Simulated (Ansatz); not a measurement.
TaN

```yaml
crystal:
  lattice:
    - [2.97263, 0.00000, 0.00035]
    - [0.00000, 2.97263, 0.00035]
    - [0.00053, 0.00053, 4.46742]
  atoms:
    - { symbol: Ta, position: [0.00000, 0.00000, 0.00000] }
    - { symbol: Ta, position: [0.50000, 0.50000, 0.50000] }
    - { symbol: N, position: [0.00000, 0.00000, 0.50000] }
    - { symbol: N, position: [0.50000, 0.50000, 0.00000] }
```

Space group I4/mmm; changed on purpose from its base cell (band edges of the strained film's bulk); computed pressure about 28 GPa in this cell.

Theory: Ansatz 0.2.0, DFT PBEsol, scalar-relativistic, plane waves, PAW.

The density is the valence pseudo-density of a PAW calculation; it isn't the true density close to the nuclei.

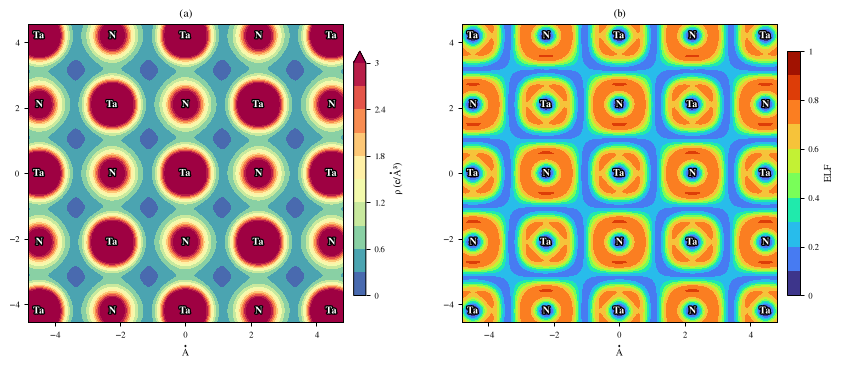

Figure 1. (a) valence pseudo-density; (b) ELF on the (110) plane of the conventional cell.

### What do the fields say about this system?

The section cuts through Ta and N sites.
Ta–N (2.10 Å): ρ is about 0.68 e/Å³ halfway; the ELF peaks at about 0.80 in the valence shell of N, 0.6 Å from its nucleus, and drops to about 0.15 between the two atoms; no shared electron pair shows on this line.
Ta–N (2.23 Å): ρ is about 0.5 e/Å³ halfway; the ELF peaks at about 0.80 in the valence shell of N, 0.6 Å from its nucleus, and is about 0.15 at the midpoint; no shared electron pair shows on this line.
Ta–Ta (3.07 Å): the density is about 0.25 e/Å³ at the midpoint; the ELF is about 0.20 at the midpoint; no localised pair shows between them.
Between the atoms the lowest density in this plane is 0.25 e/Å³.
The features right at Ta lie inside the PAW spheres, where the map follows smoothed inner orbitals and isn't to be read closely.

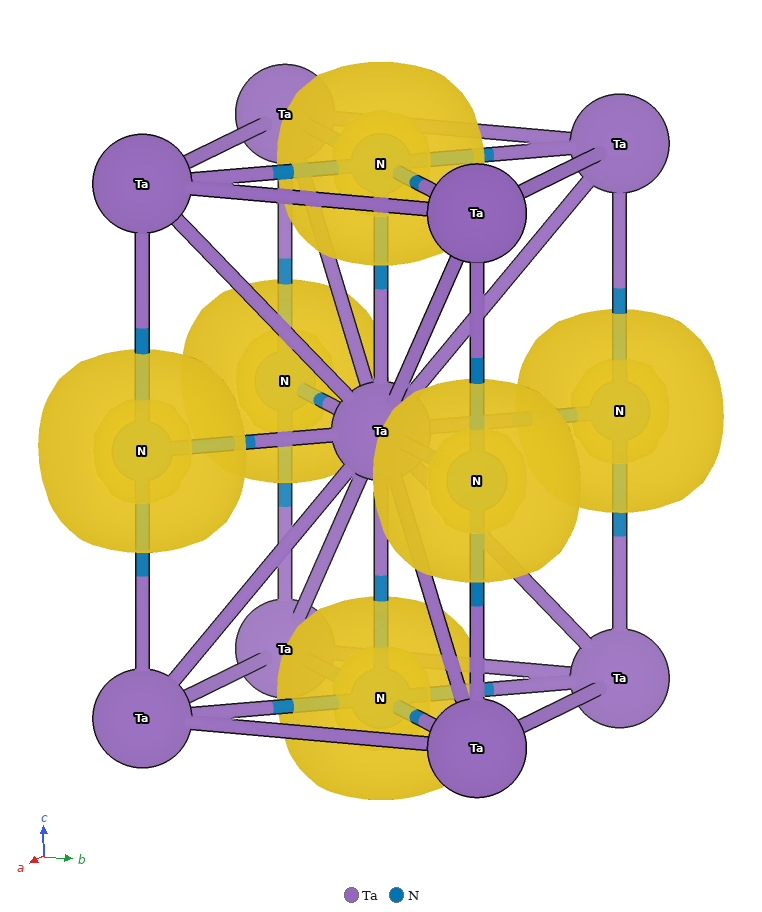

Figure 2. Isosurface of the electron localisation function at 0.65 (yellow), seen slightly off an axis. Core shells and regions of very low density are left out. Sticks mark near contacts.

### Where are the electrons localised?

The surface consists of two regions wrapped around N (the valence shell of each), counted in one cell of 4 atoms. Regions shared between cells count once. Along the contacts the grid gives the following. Ta–Ta (2.97 Å): the ELF is about 0.20 at the midpoint: no shared electron pair shows on this line.

### Does the calculation give a band gap?

It is metallic or semimetallic at this level of theory: no gap opens; semilocal functionals without U, or without the true magnetic order, often close the gap of such compounds.
